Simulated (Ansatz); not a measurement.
Li

```
Li
1.0
     5.93782    0.00000    0.00000
     0.00000    5.93782    0.00000
     0.00000    0.00000    5.93782
Li
8
Direct
  0.75000 0.25000 0.25000
  0.25000 0.75000 0.25000
  0.25000 0.25000 0.75000
  0.75000 0.75000 0.75000
  0.50000 0.00000 0.00000
  0.00000 0.50000 0.00000
  0.00000 0.00000 0.50000
  0.50000 0.50000 0.50000
```

Space group Fd-3m; set up as Li, diamond; a generated structure, not necessarily the stable one; changed on purpose from its base cell (volume × 1.0).

Level of theory: DFT, r2SCAN, plane waves (500 eV) with PAW, scalar-relativistic in Ansatz.

Core electrons are frozen (PAW), and the valence fields are smoothed inside the atomic spheres.

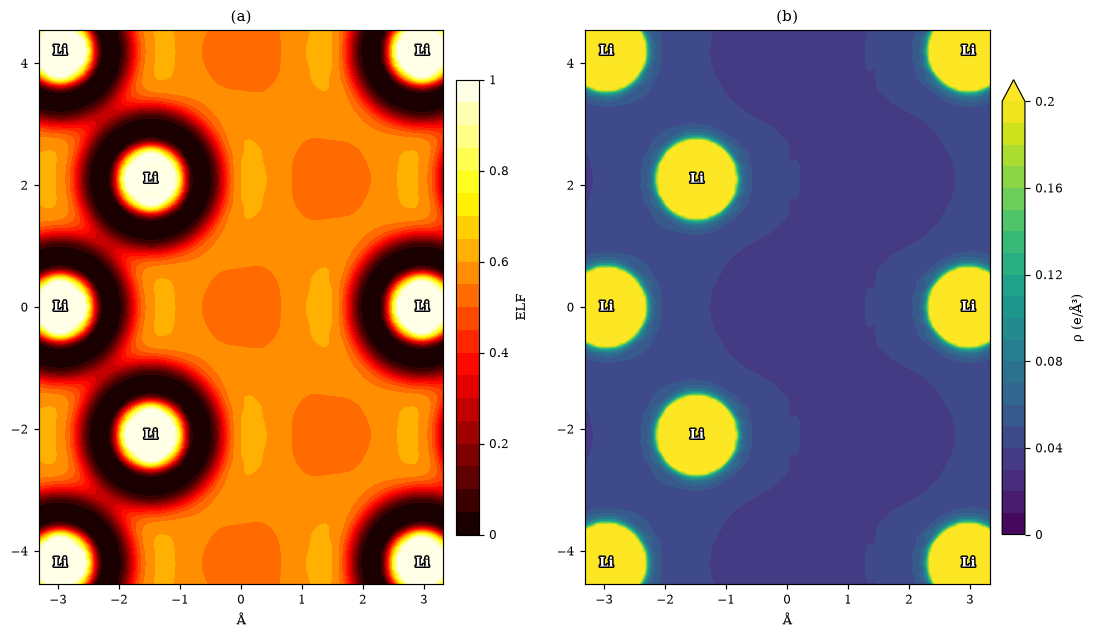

Figure 1. (a) ELF; (b) valence charge density (pseudo) on the (110) plane of the conventional cell.

What do the fields say about this system?

- Atoms in the plane: Li.
- Li–Li (2.57 Å): the density is about 0.05 e/Å³ at the midpoint; the ELF is about 0.25 at the midpoint: no localised pair shows between them.
- Between the atoms the lowest density in this plane is 0.03 e/Å³.
- The features right at Li lie inside the PAW spheres, where the map follows smoothed inner orbitals and isn't to be read closely.

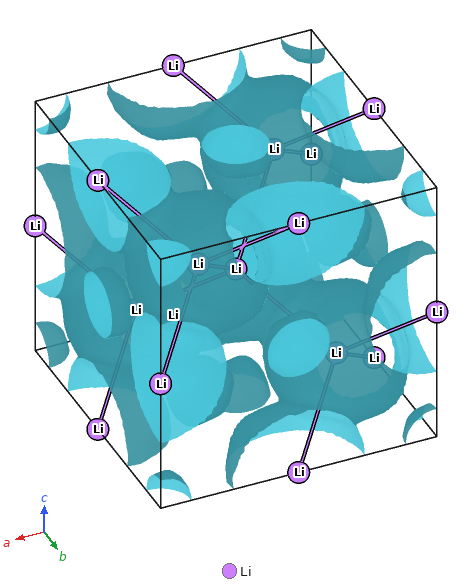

Figure 2. Isosurface of the electron localisation function at 0.55 (cyan), seen at an oblique angle. Only the valence region is drawn (cores and ρ < 0.01 e/Å³ removed). Sticks mark near contacts.

What do the ELF domains correspond to?

At this value the surface marks out one network that runs through the whole crystal, counted in one cell of 8 atoms. Regions shared between cells count once. There are no localised bonds or lone pairs at this value.

Does the calculation make it a metal, or give it a gap?

It is gapless in this calculation (a metal or semimetal).
